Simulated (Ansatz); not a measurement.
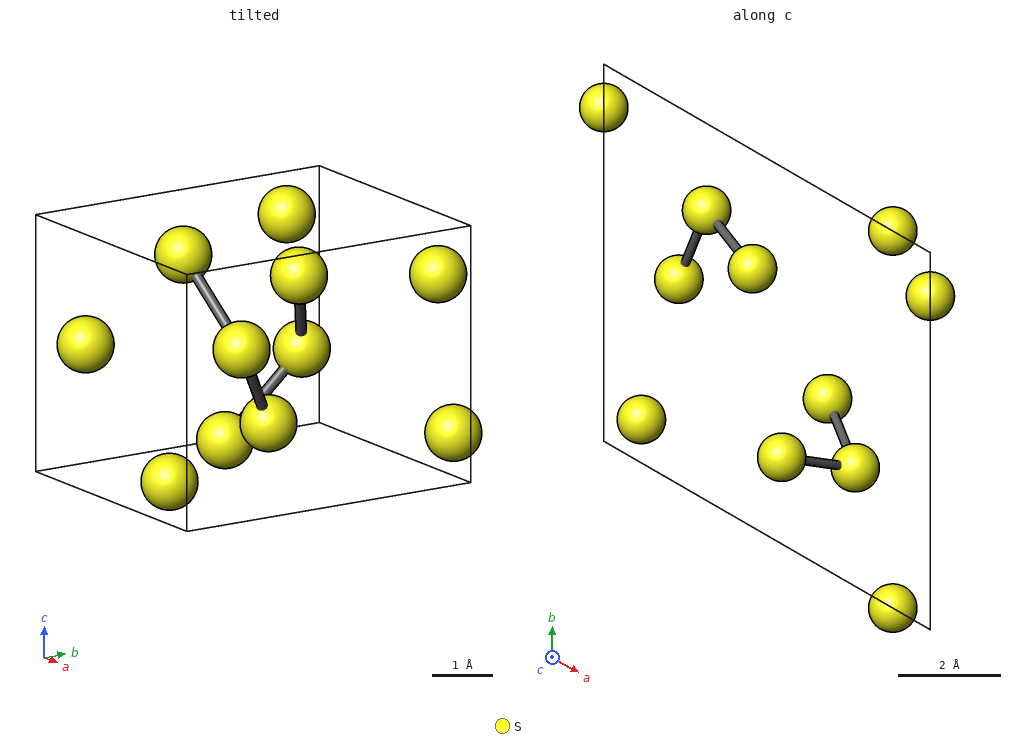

An orthographic ball-and-stick view of the structure, slightly off an axis and along the c axis. The conventional unit cell is outlined; an atom on or near a face, edge or corner is repeated at each equivalent position. Cell: a = 7.46 Å, b = 7.46 Å, c = 4.38 Å, α = 90.00°, β = 90.00°, γ = 120.00°.

Its origin is a structure listed in the Materials Project. Earlier steps of the study may have refined or changed the cell and positions. It was run through Ansatz as a DFT input.

> Characterise what is shown.

The element is sulfur. Space group: P3_221 (No. 154). Lattice: primitive hexagonal. The cell holds nine atoms. The neighbours of S are two S in a bent arrangement at about 2.1 Å. The bonds build S chains along [001].

All computed values are from DFT PBEsol, scalar-relativistic, plane waves, PAW (Ansatz 0.2.0). Settings: E_cut = 420 eV, k-points on a 6×6×6 grid, Gaussian smearing of 0.02 eV, no spin polarisation.

> What is the band gap, if any?

A semiconductor at this level, with a gap of 1.75 eV, indirect.

> Is this the optimised geometry for these settings?

No. The largest force is 0.14 eV/Å, on S. The pressure is -0.4 GPa, so the cell would contract. The stress isn't hydrostatic: its largest component is 0.8 GPa.

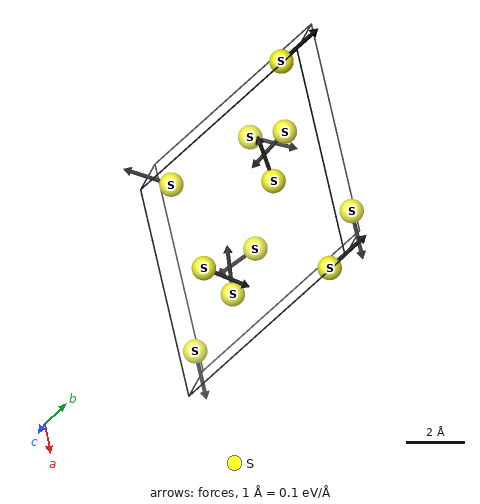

The forces as arrows. The run's cell of 9 atoms is drawn.
